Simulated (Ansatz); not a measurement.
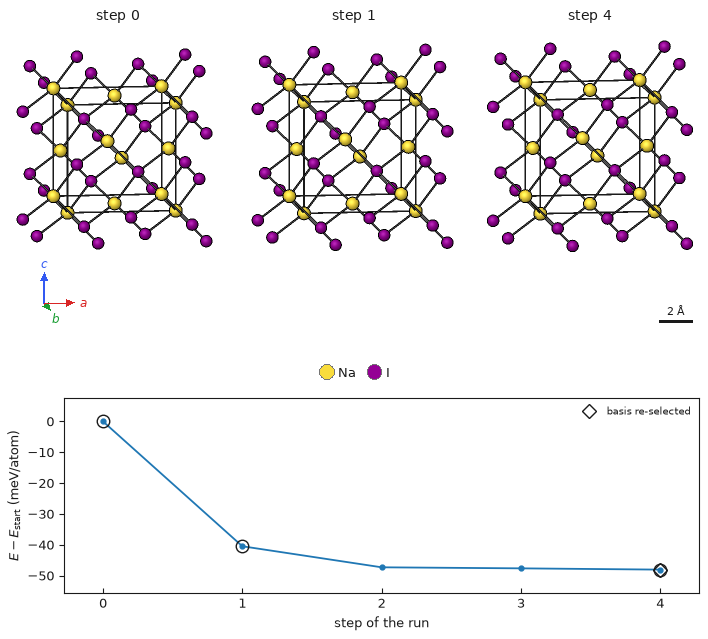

Frames of a relaxation of crystalline NaI (built on the zincblende type), marked on the history of the run. Style: ball-and-stick. Shown: the conventional cell (4 times the calculation's cell), from a free direction. Lengths and directions refer to the drawn axes.

These are results of DFT, PBEsol, plane waves, PAW (Ansatz), not measurements. Settings: plane-wave cutoff 420 eV; k-point mesh 6 × 6 × 6; occupations fermi dirac; smearing width 0.03 eV; no spin polarisation; cell and atoms relaxed; force threshold 0.01 eV/Å; at most 120 steps.

Q: Describe the path.

A: No atom moves by more than 0.005 Å relative to the cell. Cell: a = b = c 6.684 → 7.059 Å (+5.6 %). Volume +17.8 %. Among the contacts that change: I–Na 2.894 → 3.057 Å. The space group stays F-43m (No. 216). After 3 accepted moves (4 points after the start) the energy has fallen by 48.0 meV per atom. All forces vanish by symmetry, so only the cell relaxes. Pressure: 2.70 GPa at the start and 0.01 GPa at the end. The SCF was repeated once at an unchanged geometry on a basis and grid sized afresh for the cell, which shifted the energy by 0.4 meV per atom at most. Cost: 7.3 s on 2 threads of Intel(R) Xeon(R) 6975P-C (Granite Rapids), on a shared host, peak memory 0.41 GiB. From step 0 to 1: volume +10.2 %, energy −40.5 meV per atom. From step 1 to 4: volume +6.9 %, energy −7.6 meV per atom.

```
step  E − E(0), meV/atom  pressure, GPa  volume, Å³/atom                      note
   0                0.00           2.70           37.328                          
   1              -40.46           0.88           41.135                          
   2              -47.29           0.19           43.284                          
   3              -47.63           0.00           43.964                          
   4              -48.04           0.01           43.964  same geometry, new basis
```
